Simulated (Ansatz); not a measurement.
Geometry relaxation of Ca$_{12}$O (part 3 of 3)

Continued. System: Ca$_{12}$O (slab, 13 atoms in the cell). Method: DFT PBE+D3(BJ), scalar-relativistic, plane waves, PAW, no spin polarisation (Ansatz 0.2.0); cutoff 420 eV, 4×4×1 k-mesh, Gaussian smearing of 0.1 eV. The structure derives from an entry of the Crystallography Open Database. The input holds or restrains some coordinates. It belongs to a series of runs on one base structure; here: O put near a bridge Ca-Ca site.

Geometry of the input (Å; fractional positions):
```
7.4610  0.0000  0.0000
-2.4870  7.0343  0.0000
0.0000  0.0000  25.0919
Ca 0.2500  0.2500  0.3388
Ca 0.2500  0.7500  0.3388
Ca 0.7500  0.2500  0.3388
Ca 0.7500  0.7500  0.3388
Ca 0.5000  0.5000  0.4553
Ca 0.5000  0.0000  0.4553
Ca 0.0000  0.5000  0.4553
Ca 0.0000  0.0000  0.4553
Ca 0.7500  0.7500  0.5719
Ca 0.7500  0.2500  0.5719
Ca 0.2500  0.7500  0.5719
Ca 0.2500  0.2500  0.5719
O  1.0097  0.7550  0.6365
```

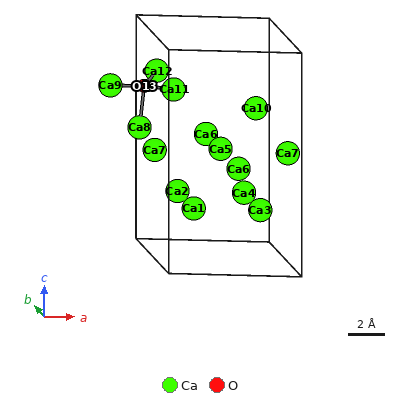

Figure 1. The geometry at step 15 of the log (ball-and-stick view of the cell of the calculation, with the vacuum cut short, seen slightly off an axis; atoms are numbered from 1 in the order of the input).

**Trajectory as extended XYZ, continued**
```
13
Lattice="7.4610 0.0000 0.0000 -2.4870 7.0343 0.0000 0.0000 0.0000 25.0919" Properties=species:S:1:pos:R:3:forces:R:3 step=4 energy=-22370.48188
Ca    1.2435    1.7586    8.5000    0.0046   0.0316   0.0172
Ca    0.0000    5.2758    8.5000    0.0128   0.0224  -0.0321
Ca    4.9740    1.7586    8.5000   -0.0002  -0.0273   0.0098
Ca    3.7305    5.2758    8.5000   -0.0177  -0.0305  -0.0234
Ca    2.5238    3.5155   11.5226    0.0140  -0.0062   0.0360
Ca    3.6946   -0.0015   11.4996   -0.0050   0.0036   0.0221
Ca   -1.1942    3.5105   11.4010    0.0166   0.0115  -0.0077
Ca   -0.0456   -0.0002   11.4005   -0.0214  -0.0148  -0.0105
Ca    3.8227    5.3859   14.6365   -0.3994   0.0415  -0.0793
Ca    4.9613    1.9215   14.4031   -0.0224   0.0698  -0.0087
Ca   -0.0441    5.1863   14.5984    0.2323  -0.1351   0.0121
Ca    1.2298    1.5473   14.4379   -0.0013  -0.1701   0.0554
O     5.6255    5.3794   15.5077    0.1870   0.2028   0.0112
13
Lattice="7.4610 0.0000 0.0000 -2.4870 7.0343 0.0000 0.0000 0.0000 25.0919" Properties=species:S:1:pos:R:3:forces:R:3 step=6 energy=-22370.89354
Ca    1.2435    1.7586    8.5000    0.0115   0.0331   0.0516
Ca    0.0000    5.2758    8.5000    0.0193   0.0431  -0.0202
Ca    4.9740    1.7586    8.5000   -0.0061  -0.0383   0.0407
Ca    3.7305    5.2758    8.5000   -0.0312  -0.0637  -0.0072
Ca    2.5312    3.4975   11.5860   -0.0101  -0.0233   0.0280
Ca    3.6896   -0.0132   11.5371    0.0217  -0.0286  -0.0050
Ca   -1.1722    3.5146   11.3902   -0.0235  -0.0143  -0.0128
Ca   -0.0730   -0.0214   11.3888    0.0080   0.0063  -0.0115
Ca    3.7520    5.4894   14.6740    0.0200  -0.0357  -0.0209
Ca    4.9299    2.0292   14.3990   -0.0590  -0.1498  -0.0636
Ca    0.0282    5.0074   14.6331   -0.1375  -0.0745   0.0532
Ca    1.2109    1.2522   14.5358   -0.1043  -0.6262   0.2674
O     5.6804    5.7203   15.3289    0.2910   0.9718  -0.3004
13
Lattice="7.4610 0.0000 0.0000 -2.4870 7.0343 0.0000 0.0000 0.0000 25.0919" Properties=species:S:1:pos:R:3:forces:R:3 step=7 energy=-22371.21707
Ca    1.2435    1.7586    8.5000    0.0158   0.0339   0.0558
Ca    0.0000    5.2758    8.5000    0.0191   0.0459  -0.0181
Ca    4.9740    1.7586    8.5000   -0.0103  -0.0446   0.0476
Ca    3.7305    5.2758    8.5000   -0.0356  -0.0734  -0.0035
Ca    2.5302    3.4892   11.6044   -0.0120  -0.0242   0.0276
Ca    3.6910   -0.0240   11.5424    0.0237  -0.0508  -0.0215
Ca   -1.1737    3.5127   11.3875   -0.0355  -0.0124  -0.0016
Ca   -0.0756   -0.0251   11.3848    0.0143   0.0088  -0.0013
Ca    3.7665    5.5047   14.6817    0.0316  -0.0895  -0.0347
Ca    4.9130    2.0137   14.3852   -0.0735  -0.2026  -0.0759
Ca    0.0147    4.9690   14.6449   -0.1068  -0.0801   0.0292
Ca    1.1978    1.1500   14.5834   -0.1223  -0.6432   0.3088
O     5.7156    5.8997   15.2614    0.2916   1.1327  -0.3131
13
Lattice="7.4610 0.0000 0.0000 -2.4870 7.0343 0.0000 0.0000 0.0000 25.0919" Properties=species:S:1:pos:R:3:forces:R:3 step=9 energy=-22371.54454
Ca    1.2435    1.7586    8.5000    0.0230   0.0289   0.0488
Ca    0.0000    5.2758    8.5000    0.0052   0.0275  -0.0320
Ca    4.9740    1.7586    8.5000   -0.0074  -0.0470   0.0244
Ca    3.7305    5.2758    8.5000   -0.0359  -0.0670   0.0169
Ca    2.5398    3.4647   11.6070   -0.0051  -0.0096   0.0089
Ca    3.7322   -0.0571   11.4936    0.0240  -0.0458  -0.0260
Ca   -1.1702    3.4830   11.3922   -0.0228  -0.0027   0.0122
Ca   -0.0243   -0.0393   11.3968    0.0156  -0.0067   0.0191
Ca    3.8376    5.4790   14.6509    0.0951  -0.0344  -0.0059
Ca    4.8783    1.9192   14.3308   -0.0400  -0.1221  -0.0406
Ca   -0.0330    5.0761   14.5913   -0.0933   0.0022   0.0248
Ca    1.1553    1.2446   14.6334    0.0456   0.2577   0.0232
O     5.7482    6.2599   15.1264   -0.0040   0.0186  -0.0725
13
Lattice="7.4610 0.0000 0.0000 -2.4870 7.0343 0.0000 0.0000 0.0000 25.0919" Properties=species:S:1:pos:R:3:forces:R:3 step=10 energy=-22371.60067
Ca    1.2435    1.7586    8.5000    0.0214   0.0175   0.0582
Ca    0.0000    5.2758    8.5000   -0.0116   0.0034  -0.0440
Ca    4.9740    1.7586    8.5000    0.0010  -0.0354   0.0007
Ca    3.7305    5.2758    8.5000   -0.0269  -0.0530   0.0394
Ca    2.5538    3.4506   11.5956    0.0129  -0.0131  -0.0095
Ca    3.7798   -0.0889   11.4431    0.0071  -0.0054  -0.0122
Ca   -1.1590    3.4555   11.4079    0.0108   0.0022   0.0119
Ca    0.0296   -0.0637   11.4287    0.0198   0.0099   0.0186
Ca    3.8749    5.4528   14.6319    0.0302   0.0035   0.0069
Ca    4.8564    1.8395   14.2899   -0.0011  -0.0086   0.0058
Ca   -0.0668    5.2218   14.5619    0.0269  -0.0177  -0.0227
Ca    1.1356    1.4377   14.6251   -0.0211   0.0760   0.0074
O     5.7184    6.4297   15.0358   -0.0697   0.0210  -0.0604
13
Lattice="7.4610 0.0000 0.0000 -2.4870 7.0343 0.0000 0.0000 0.0000 25.0919" Properties=species:S:1:pos:R:3:forces:R:3 step=12 energy=-22371.63776
Ca    1.2435    1.7586    8.5000    0.0152  -0.0086   0.0656
Ca    0.0000    5.2758    8.5000   -0.0139   0.0051  -0.0328
Ca    4.9740    1.7586    8.5000    0.0102  -0.0143  -0.0595
Ca    3.7305    5.2758    8.5000    0.0061  -0.0190   0.0568
Ca    2.5890    3.4420   11.5475    0.0019  -0.0010   0.0051
Ca    3.8679   -0.0894   11.4049    0.0079  -0.0026  -0.0040
Ca   -1.1170    3.4043   11.4021    0.0073  -0.0126   0.0004
Ca    0.1322   -0.1102   11.4861    0.0105   0.0181   0.1130
Ca    3.7762    5.4838   14.5774    0.0464   0.0301  -0.0285
Ca    4.7886    1.8768   14.3066    0.0132   0.0131   0.0101
Ca   -0.1377    5.3504   14.4563   -0.0751   0.0790  -0.0200
Ca    1.0645    1.6384   14.5818   -0.0341  -0.0917  -0.0415
O     5.5932    6.5903   14.7040    0.0044   0.0045  -0.0649
13
Lattice="7.4610 0.0000 0.0000 -2.4870 7.0343 0.0000 0.0000 0.0000 25.0919" Properties=species:S:1:pos:R:3:forces:R:3 step=13 energy=-22371.66851
Ca    1.2435    1.7586    8.5000    0.0051  -0.0321   0.0979
Ca    0.0000    5.2758    8.5000   -0.0135   0.0053  -0.0211
Ca    4.9740    1.7586    8.5000    0.0054  -0.0056  -0.0947
Ca    3.7305    5.2758    8.5000    0.0339   0.0090   0.0991
Ca    2.6004    3.4391   11.5344    0.0064  -0.0114  -0.0206
Ca    3.9085   -0.0932   11.3949   -0.0012   0.0165  -0.0124
Ca   -1.0997    3.3746   11.3981   -0.0078   0.0232  -0.0126
Ca    0.1774   -0.1198   11.5777    0.0034  -0.0143   0.0487
Ca    3.7308    5.4987   14.5227   -0.0337   0.0058   0.0310
Ca    4.7626    1.9048   14.3142   -0.0041   0.0015   0.0140
Ca   -0.1836    5.4142   14.3930    0.0013   0.0012   0.0233
Ca    1.0282    1.6991   14.5244   -0.0102   0.0045   0.0290
O     5.5266    6.6515   14.5311    0.0155  -0.0044  -0.1811
13
Lattice="7.4610 0.0000 0.0000 -2.4870 7.0343 0.0000 0.0000 0.0000 25.0919" Properties=species:S:1:pos:R:3:forces:R:3 step=15 energy=-22371.76763
Ca    1.2435    1.7586    8.5000   -0.0059  -0.0565   0.1231
Ca    0.0000    5.2758    8.5000   -0.0155   0.0060  -0.0190
Ca    4.9740    1.7586    8.5000   -0.0070   0.0001  -0.1335
Ca    3.7305    5.2758    8.5000    0.0578   0.0319   0.1297
Ca    2.5902    3.4469   11.5201    0.0174  -0.0306  -0.0465
Ca    3.9298   -0.0974   11.3838   -0.0090   0.0625  -0.0235
Ca   -1.0953    3.3558   11.3859   -0.0421   0.0407  -0.0230
Ca    0.2073   -0.1258   11.6762   -0.0040  -0.0426   0.0569
Ca    3.6818    5.5136   14.4552   -0.0791   0.0239   0.0636
Ca    4.7103    1.9476   14.3425    0.0079  -0.0244   0.0199
Ca   -0.2274    5.4454   14.3284    0.0770  -0.0515   0.0529
Ca    0.9947    1.7427   14.4609   -0.0295   0.0235   0.0640
O     5.4648    6.6938   14.1500    0.0321   0.0168  -0.2632
13
Lattice="7.4610 0.0000 0.0000 -2.4870 7.0343 0.0000 0.0000 0.0000 25.0919" Properties=species:S:1:pos:R:3:forces:R:3 step=16 energy=-22371.78453
Ca    1.2435    1.7586    8.5000   -0.0140  -0.0722   0.1209
Ca    0.0000    5.2758    8.5000   -0.0096   0.0090  -0.0245
Ca    4.9740    1.7586    8.5000   -0.0138   0.0132  -0.1707
Ca    3.7305    5.2758    8.5000    0.0644   0.0350   0.1243
Ca    2.5912    3.4386   11.4993   -0.0315   0.0323   0.0175
Ca    3.9321   -0.0732   11.3714   -0.0144  -0.0052   0.0081
Ca   -1.1132    3.3628   11.3738    0.0006   0.0000   0.0129
Ca    0.2101   -0.1438   11.7093   -0.0287   0.0417  -0.2653
Ca    3.6579    5.5398   14.4556    0.1011   0.0301  -0.0152
Ca    4.6982    1.9489   14.3646   -0.0382   0.0446   0.0297
Ca   -0.2156    5.4398   14.3332   -0.0769   0.0543  -0.0286
Ca    0.9740    1.7533   14.4663   -0.0094  -0.1021  -0.0253
O     5.4650    6.7020   13.9550    0.0704  -0.0811   0.2169
13
Lattice="7.4610 0.0000 0.0000 -2.4870 7.0343 0.0000 0.0000 0.0000 25.0919" Properties=species:S:1:pos:R:3:forces:R:3 step=18 energy=-22371.80603
Ca    1.2435    1.7586    8.5000   -0.0088  -0.0532   0.0987
Ca    0.0000    5.2758    8.5000   -0.0100   0.0075   0.0059
Ca    4.9740    1.7586    8.5000   -0.0062   0.0060  -0.1923
Ca    3.7305    5.2758    8.5000    0.0480   0.0264   0.0995
Ca    2.5246    3.4904   11.5057   -0.0041   0.0042  -0.0046
Ca    3.9042   -0.0182   11.3770   -0.0029   0.0051   0.0057
Ca   -1.1697    3.3627   11.3783   -0.0047  -0.0026   0.0025
Ca    0.1904   -0.1325   11.6270    0.0045  -0.0052  -0.0030
Ca    3.6752    5.5705   14.4284    0.0041   0.0235  -0.0002
Ca    4.6500    1.9874   14.4066    0.0016  -0.0008   0.0025
Ca   -0.2053    5.4226   14.2949   -0.0114   0.0105   0.0100
Ca    0.9467    1.7159   14.4259   -0.0210  -0.0194   0.0039
O     5.4929    6.6684   13.9380    0.0109  -0.0017  -0.0286
13
Lattice="7.4610 0.0000 0.0000 -2.4870 7.0343 0.0000 0.0000 0.0000 25.0919" Properties=species:S:1:pos:R:3:forces:R:3 step=19 energy=-22371.80826
Ca    1.2435    1.7586    8.5000   -0.0074  -0.0471   0.0877
Ca    0.0000    5.2758    8.5000   -0.0085   0.0063   0.0240
Ca    4.9740    1.7586    8.5000   -0.0055   0.0040  -0.1965
Ca    3.7305    5.2758    8.5000    0.0423   0.0229   0.0878
Ca    2.5030    3.5061   11.5039   -0.0040   0.0026  -0.0008
Ca    3.8997    0.0020   11.3855   -0.0062   0.0031  -0.0027
Ca   -1.1892    3.3576   11.3854   -0.0044   0.0048  -0.0023
Ca    0.1915   -0.1348   11.6018   -0.0019   0.0012   0.0045
Ca    3.6519    5.6111   14.4143    0.0101   0.0069  -0.0060
Ca    4.6067    2.0188   14.4287   -0.0052   0.0036   0.0056
Ca   -0.2239    5.4348   14.2953   -0.0021   0.0013   0.0068
Ca    0.9016    1.7219   14.4144   -0.0032  -0.0123  -0.0060
O     5.4837    6.6747   13.9024   -0.0040   0.0028  -0.0021
13
Lattice="7.4610 0.0000 0.0000 -2.4870 7.0343 0.0000 0.0000 0.0000 25.0919" Properties=species:S:1:pos:R:3:forces:R:3 step=21 energy=-22371.80917
Ca    1.2435    1.7586    8.5000   -0.0084  -0.0389   0.0785
Ca    0.0000    5.2758    8.5000   -0.0102   0.0068   0.0380
Ca    4.9740    1.7586    8.5000    0.0007  -0.0010  -0.1965
Ca    3.7305    5.2758    8.5000    0.0343   0.0214   0.0783
Ca    2.4552    3.5406   11.5007   -0.0014  -0.0018   0.0027
Ca    3.8641    0.0401   11.3940    0.0019   0.0040  -0.0017
Ca   -1.2366    3.3767   11.3938   -0.0011   0.0004  -0.0019
Ca    0.1662   -0.1172   11.5789   -0.0152   0.0048   0.0100
Ca    3.6142    5.6545   14.3990   -0.0089   0.0026  -0.0057
Ca    4.5467    2.0618   14.4584    0.0053  -0.0061  -0.0051
Ca   -0.2623    5.4614   14.3032    0.0104  -0.0122  -0.0030
Ca    0.8481    1.7388   14.3969   -0.0050   0.0177  -0.0011
O     5.4526    6.6937   13.8723   -0.0024   0.0022   0.0076
13
Lattice="7.4610 0.0000 0.0000 -2.4870 7.0343 0.0000 0.0000 0.0000 25.0919" Properties=species:S:1:pos:R:3:forces:R:3 step=22 energy=-22371.80961
Ca    1.2435    1.7586    8.5000   -0.0095  -0.0384   0.0803
Ca    0.0000    5.2758    8.5000   -0.0118   0.0087   0.0372
Ca    4.9740    1.7586    8.5000    0.0030  -0.0023  -0.1952
Ca    3.7305    5.2758    8.5000    0.0319   0.0204   0.0798
Ca    2.4413    3.5483   11.5022    0.0021   0.0028  -0.0010
Ca    3.8502    0.0499   11.3937   -0.0115  -0.0019  -0.0089
Ca   -1.2494    3.3873   11.3931   -0.0056   0.0087  -0.0073
Ca    0.1431   -0.1036   11.5808    0.0071   0.0012   0.0216
Ca    3.5982    5.6639   14.3993   -0.0005  -0.0117  -0.0011
Ca    4.5413    2.0645   14.4503   -0.0144   0.0113   0.0012
Ca   -0.2776    5.4720   14.2997    0.0003  -0.0002  -0.0017
Ca    0.8339    1.7540   14.4003    0.0086  -0.0024  -0.0057
O     5.4357    6.7075   13.8783    0.0005   0.0037   0.0011
13
Lattice="7.4610 0.0000 0.0000 -2.4870 7.0343 0.0000 0.0000 0.0000 25.0919" Properties=species:S:1:pos:R:3:forces:R:3 step=24 energy=-22371.81102
Ca    1.2435    1.7586    8.5000   -0.0222  -0.0325   0.0848
Ca    0.0000    5.2758    8.5000   -0.0206   0.0180   0.0163
Ca    4.9740    1.7586    8.5000    0.0245  -0.0112  -0.1950
Ca    3.7305    5.2758    8.5000    0.0206   0.0284   0.0888
Ca    2.3196    3.6282   11.5002    0.0178   0.0120  -0.0012
Ca    3.7275    0.1331   11.3833   -0.0094  -0.0093   0.0068
Ca   -1.3649    3.4838   11.3853   -0.0179  -0.0112   0.0010
Ca    0.0186   -0.0139   11.5961    0.0087   0.0042  -0.0013
Ca    3.4760    5.7384   14.4049    0.0062   0.0109  -0.0036
Ca    4.4205    2.1489   14.4316    0.0092  -0.0029   0.0026
Ca   -0.3981    5.5580   14.2972   -0.0015   0.0054   0.0005
Ca    0.7217    1.8446   14.4056   -0.0117  -0.0141  -0.0023
O     5.3111    6.7959   13.8939   -0.0039   0.0024   0.0026
```

**Key numbers**

```json
{"quantity": "outcome", "value": "converged under the restraints of the input"}
{"quantity": "electrons treated", "value": "126"}
{"quantity": "free energy", "value": "−22371.8110 eV"}
{"quantity": "work function, top face", "value": "2.75 eV"}
{"quantity": "work function, bottom face", "value": "2.79 eV"}
{"quantity": "Fermi energy", "value": "0.346 eV"}
{"quantity": "gap on the k-point mesh", "value": "none (metallic)"}
{"quantity": "final volume", "value": "1316.91 Å³"}
{"quantity": "work function (upper face)", "value": "2.75 eV"}
{"quantity": "largest force (length of the vector) at the end, held atoms and coordinates included", "value": "0.197 eV/Å"}
{"quantity": "hardware", "value": "4 threads of AMD EPYC (Zen 3), 192 GiB of memory available, shared host"}
{"quantity": "wall time", "value": "10 min (CPU time 39 min)"}
{"quantity": "peak memory", "value": "2.5 GiB"}
```
